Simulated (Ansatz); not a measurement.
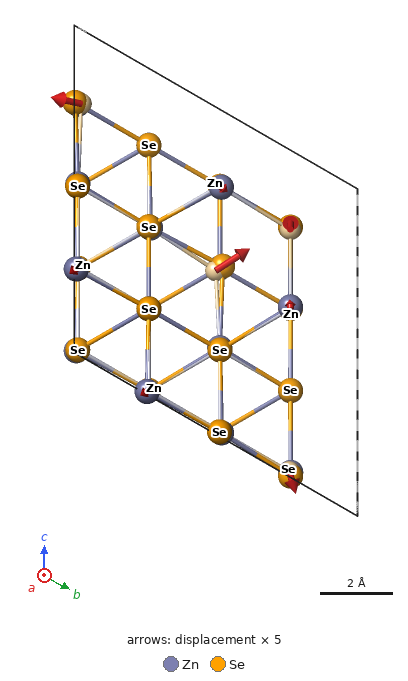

This is a relaxation of a defect cell of composition Zn15Se16. The starting structure is drawn faded, the final one solid; red arrows show the displacements, 5 times their true length.

A ball-and-stick model of the cell of the calculation (origin shifted), seen along the a axis.

Case: Zn vacancy (site a), charge +0, atoms relaxed at the host's cell.

Computed with Ansatz 0.2.0, DFT PBEsol, scalar-relativistic, plane waves, PAW.

Input
```yaml
crystal:
  lattice:
    - [-5.6332473651, -5.6332473651, 5.6332473651]
    - [5.6332473651, -5.6332473651, -5.6332473651]
    - [5.6332473651, 5.6332473651, 5.6332473651]
  atoms:
    - { symbol: Zn, position: [0.0, 0.5, 0.5] }
    - { symbol: Zn, position: [0.5, 0.25, 0.25] }
    - { symbol: Zn, position: [0.25, 0.25, 0.5] }
    - { symbol: Zn, position: [0.0, 0.25, 0.75] }
    - { symbol: Zn, position: [0.75, 0.5, 0.75] }
    - { symbol: Zn, position: [0.5, 0.5, 0.0] }
    - { symbol: Zn, position: [1.0, 0.75, 0.25] }
    - { symbol: Zn, position: [0.75, 0.0, 0.25] }
    - { symbol: Zn, position: [0.5, 0.0, 0.5] }
    - { symbol: Zn, position: [0.25, 0.0, 0.75] }
    - { symbol: Zn, position: [0.0, 0.0, 0.0] }
    - { symbol: Zn, position: [0.75, 0.25, 0.0] }
    - { symbol: Zn, position: [0.75, 0.75, 0.5] }
    - { symbol: Zn, position: [0.5, 0.75, 0.75] }
    - { symbol: Zn, position: [0.25, 0.75, 0.0] }
    - { symbol: Se, position: [0.2489429252, 0.760840254, 0.2567362013], spin: 0.5 }
    - { symbol: Se, position: [0.0, 0.75, 0.5] }
    - { symbol: Se, position: [0.5021861609, 0.4990447962, 0.241791574], spin: 0.5 }
    - { symbol: Se, position: [0.2505626313, 0.4954624821, 0.499384483], spin: 0.5 }
    - { symbol: Se, position: [0.0, 0.5, 0.75] }
    - { symbol: Se, position: [0.75, 0.75, 0.75] }
    - { symbol: Se, position: [0.5, 0.75, 0.0] }
    - { symbol: Se, position: [0.0, 0.0, 0.25] }
    - { symbol: Se, position: [0.75, 0.25, 0.25] }
    - { symbol: Se, position: [0.5, 0.25, 0.5] }
    - { symbol: Se, position: [0.25, 0.25, 0.75] }
    - { symbol: Se, position: [-0.0016580848, 0.2359138055, -0.0158325193], spin: 0.5 }
    - { symbol: Se, position: [0.75, 0.5, 0.0] }
    - { symbol: Se, position: [0.75, 0.0, 0.5] }
    - { symbol: Se, position: [0.5, 0.0, 0.75] }
    - { symbol: Se, position: [0.25, 0.0, 0.0] }
  host:
    lattice:
      - [0.0, 2.8166236825, 2.8166236825]
      - [2.8166236825, 0.0, 2.8166236825]
      - [2.8166236825, 2.8166236825, 0.0]
    atoms:
      - { symbol: Zn, position: [0.0, 0.0, 0.0] }
      - { symbol: Se, position: [0.25, 0.25, 0.25] }
basis:
  ecutwfc: 420
  xc_grid: 2
kpoints:
  mp_grid: { grid: [2, 2, 2], shift: [0.5, 0.5, 0.5] }
hamiltonian:
  xc: pbesol
scf:
  occupations: { method: gaussian, width: 0.01 }
output:
  forces: true
  stress: false
  eigenvalues: true
  populations: true
  charged_corrections:
    defect_position: [0.25, 0.5, 0.25]
    epsilon: [[10.3105, 0.0, 0.0], [0.0, 10.3105, 0.0], [0.0, 0.0, 10.3105]]
  write_density: true
  write_potential: true
  elf: true
  volumetric_format: npy
magnetization:
  spin_polarized: true
relax:
  adjacent_minimum: "off"
  f_tol: 0.025
  max_steps: 45
```

Run as
```bash
ansatz run input.yaml --threads 4 --pin off --max-ram 8192MiB --backend cpu --events-out ev --progress --plain --runs-dir out
```

**Which element moves most?**

Selenium: up to 0.23 Å, against 0.06 Å for zinc.

**What did the optimiser do to the structure, and how much energy did it gain?**

The atom that moves furthest is Se27 (0.23 Å along [1 2 2]). By element the largest moves are Se 0.23 Å, Zn 0.06 Å. The lattice vectors keep their values. Near-neighbour distances that change, for instance: Zn12–Se27 2.524 → 2.420 Å, Zn4–Se27 2.339 → 2.417 Å, Zn15–Se16 2.475 → 2.419 Å, Zn11–Se27 2.363 → 2.418 Å. Bond angles that change, for instance: Zn4–Se27–Zn11 115.8° → 107.2°, Zn7–Se16–Zn9 113.6° → 107.2°, Se27–Zn12–Se30 106.3° → 112.6°. The energy falls by 0.239 eV per cell of the calculation in 3 geometry steps. Largest force component: 1 eV/Å at the start, 0.0074 eV/Å at the end. Cost: 2 min on 4 threads of AMD EPYC 9R45 96-Core Processor (Zen 5) (shared host), peak memory 4 GiB.
